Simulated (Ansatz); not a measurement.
Structure of Hg:

```
Hg
1.0
     4.75768    0.00000    0.00000
     0.00000    4.75768    0.00000
     0.00000    0.00000    4.75768
Hg
1
Cartesian
  0.0000 0.0000 0.0000
```

Structure used: the input geometry of an electronic-structure calculation (not necessarily at equilibrium); the starting structure was generated, so it need not be a known form of this composition.

Q: Predict radii and indices of the first 6 visible rings (3 % of the strongest or more) for λ = 0.3100 Å and a flat detector at 600 mm.

A:
| ring | radius | 2θ (°) | d (Å) | hkl |
| --- | --- | --- | --- | --- |
| 1 | 39.2 mm | 3.73 | 4.76 | 100 |
| 2 | 55.5 mm | 5.28 | 3.36 | 110 |
| 3 | 68.0 mm | 6.47 | 2.75 | 111 |
| 4 | 78.7 mm | 7.47 | 2.38 | 200 |
| 5 | 88.1 mm | 8.36 | 2.13 | 210 |
| 6 | 96.7 mm | 9.15 | 1.942 | 211 |

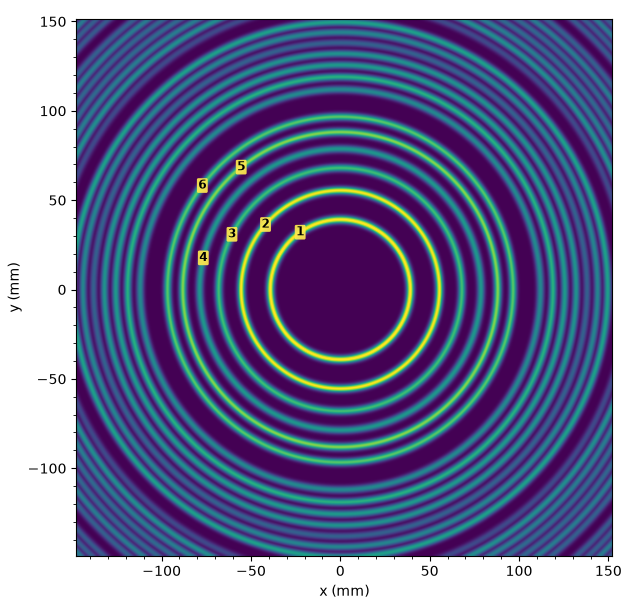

Simulated X-ray powder rings on a flat area detector normal to the beam: λ = 0.3100 Å, sample-to-detector distance 600 mm, axes in mm from the beam centre, for a fine-grained powder without texture. Kinematic intensities with B = 0.8 Å² for all atoms, without absorption; brightness goes as intensity to the power 0.4, clipped at the top. Reflections closer than the ring width show as one ring. The numbers mark the rings of the table.
